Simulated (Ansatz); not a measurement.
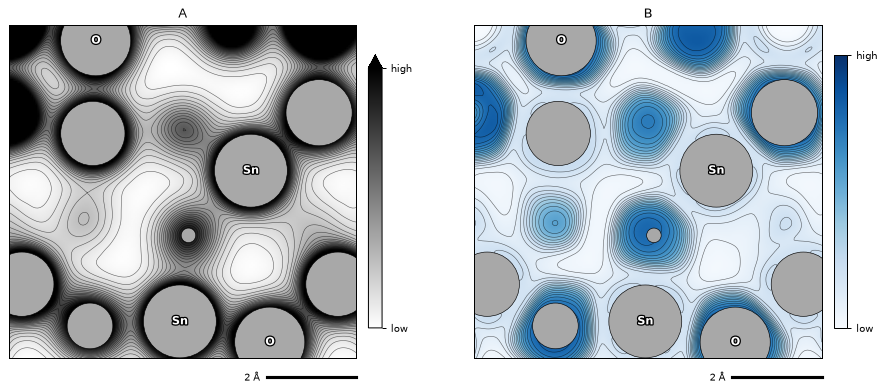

SnO2: 2 fields on the (111) plane of the conventional cell, with unlabelled colour scales. Grey discs cover the atomic cores.

Space group Pbcn; a structure from a database of computed crystals, not necessarily the ambient phase.

All numbers below come from DFT r2SCAN, scalar-relativistic, plane waves, PAW (Ansatz).

```
Sn O
1.0
     4.73226    0.00000    0.00000
     0.00000    5.74336    0.00000
     0.00000    0.00000    5.23811
Sn O
4 8
Direct
  0.50000 0.66519 0.75000
  0.00000 0.83481 0.25000
  0.50000 0.33481 0.25000
  0.00000 0.16519 0.75000
  0.72980 0.60762 0.07888
  0.22980 0.89238 0.92112
  0.77020 0.89238 0.57888
  0.27020 0.60762 0.42112
  0.72980 0.39238 0.57888
  0.22980 0.10762 0.42112
  0.77020 0.10762 0.07888
  0.27020 0.39238 0.92112
```

Q: The panels show electron localisation function and valence pseudo-density in some order. Assign them.

A: Panel A: valence pseudo-density. Panel B: electron localisation function. From the grid: Sn–O (2.06 Å): the density is about 0.65 e/Å³ at the midpoint; the ELF peaks at about 0.80 in the valence shell of O, 0.6 Å from its nucleus, and is about 0.25 at the midpoint: no localised pair shows between them.
